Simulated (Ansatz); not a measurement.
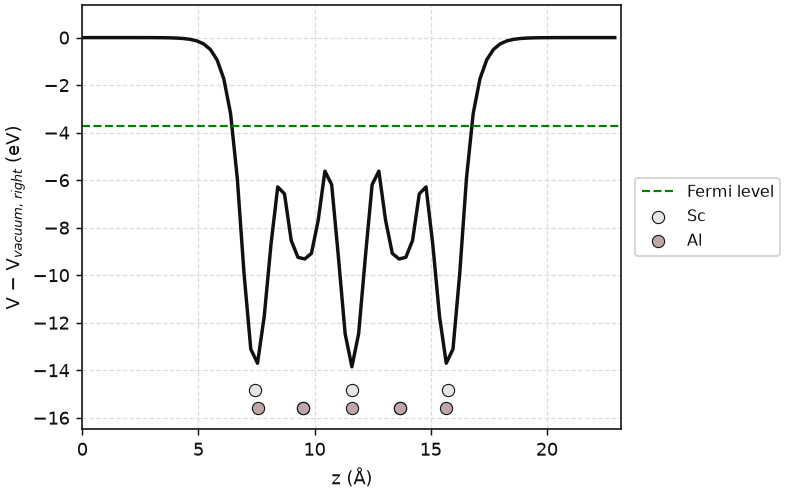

Plane-averaged electrostatic potential energy of an electron across the slab; circles at the bottom mark the heights of the atoms (positions after relaxation).

The Ansatz input:

```
crystal:
  lattice:
    - [4.1053305961, 0.0, 0.0]
    - [0.0, 4.1053305961, 0.0]
    - [0.0, 0.0, 23.2106611922]
  atoms:
    - { symbol: Sc, position: [0.0, 0.0, 0.323127374] }
    - { symbol: Al, position: [0.5, 0.5, 0.323127374] }
    - { symbol: Al, position: [0.0, 0.5, 0.411563687] }
    - { symbol: Al, position: [0.5, 0.0, 0.411563687] }
    - { symbol: Sc, position: [0.0, 0.0, 0.5] }
    - { symbol: Al, position: [0.5, 0.5, 0.5] }
    - { symbol: Al, position: [0.0, 0.5, 0.588436313] }
    - { symbol: Al, position: [0.5, 0.0, 0.588436313] }
    - { symbol: Sc, position: [0.0, 0.0, 0.676872626] }
    - { symbol: Al, position: [0.5, 0.5, 0.676872626] }
basis:
  ecutwfc: 420
kpoints:
  mp_grid: { grid: [9, 9, 1] }
hamiltonian:
  xc: pbe
scf:
  occupations: { method: gaussian, width: 0.1 }
output:
  forces: true
  eigenvalues: true
  write_density: true
  write_potential: true
  elf: true
  volumetric_format: npy
relax:
  adjacent_minimum: "off"
  f_tol: 0.02
  max_steps: 60
efield:
  axis: 3
  dipole_correction: true
  ramp_width: 0.04
```

Command:
```bash
ansatz run input.yaml --threads 1 --pin off --max-ram 2560MiB --backend cpu --events-out ev --progress --plain --runs-dir out
```

**Read off the work function of each face.**

The work function is 3.72 eV, the same on both faces. The two vacuum levels agree, so the slab has no net dipole along its normal.

**How thick are slab and vacuum?**

The outermost atoms are 8.3 Å apart, which leaves 14.9 Å of vacuum in a cell 23.2 Å high.
